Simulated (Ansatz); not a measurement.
System: CdSe (slab).

```cif
data_structure
_symmetry_space_group_name_H-M 'P 1'
_symmetry_Int_Tables_number 1
_cell_length_a 4.3011
_cell_length_b 6.0826
_cell_length_c 25.7527
_cell_angle_alpha 90.000
_cell_angle_beta 90.000
_cell_angle_gamma 90.000
_cell_volume 673.73
loop_
_atom_site_label
_atom_site_type_symbol
_atom_site_fract_x
_atom_site_fract_y
_atom_site_fract_z
_atom_site_occupancy
Cd1 Cd 0.50000 0.44323 0.31291 1
Se1 Se 0.00000 0.24684 0.28353 1
Cd2 Cd 0.00000 0.01685 0.36896 1
Se2 Se 0.50000 0.76714 0.37777 1
Cd3 Cd 0.50000 0.51354 0.46183 1
Se3 Se 0.00000 0.26242 0.45529 1
Cd4 Cd 0.00000 0.01354 0.53817 1
Se4 Se 0.50000 0.76242 0.54471 1
Cd5 Cd 0.50000 0.51684 0.63104 1
Se5 Se 0.00000 0.26713 0.62223 1
Cd6 Cd 0.00000 0.94322 0.68709 1
Se6 Se 0.50000 0.74683 0.71647 1
```

These are results of DFT PBEsol, scalar-relativistic, plane waves, PAW in Ansatz, not measurements.

Question: What will maps of the valence pseudo-density and electron localisation function show?

Answer: Cd–Se (2.58 Å): ρ at the midpoint is about 0.42 e/Å³; the ELF is about 0.40 at the midpoint.
Cd–Se (2.61 Å): ρ is about 0.41 e/Å³ halfway; the ELF is about 0.40 at the midpoint.
Cd–Se (2.66 Å): ρ at the midpoint is about 0.37 e/Å³; the ELF is about 0.35 at the midpoint.

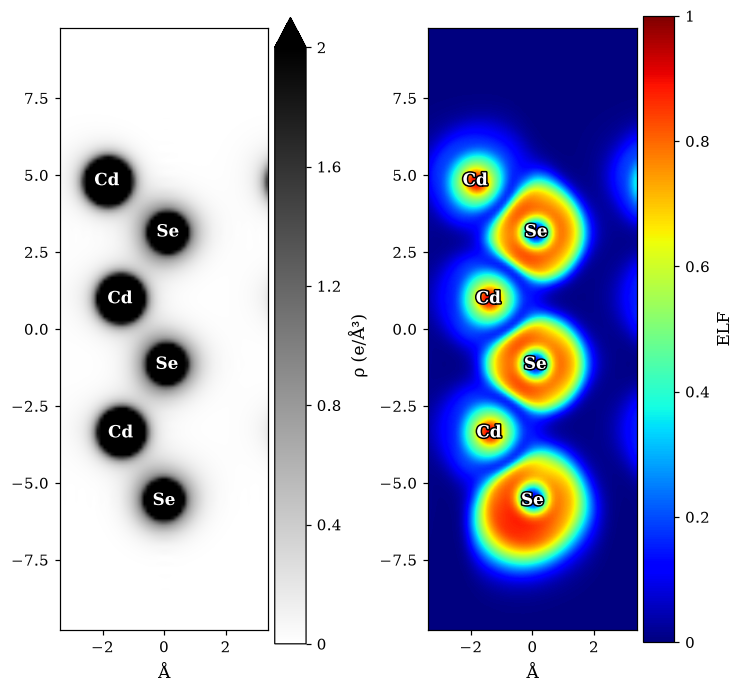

Computed valence pseudo-density and electron localisation function on the (100) plane of the calculation cell, a cut from vacuum to vacuum, in this order. 
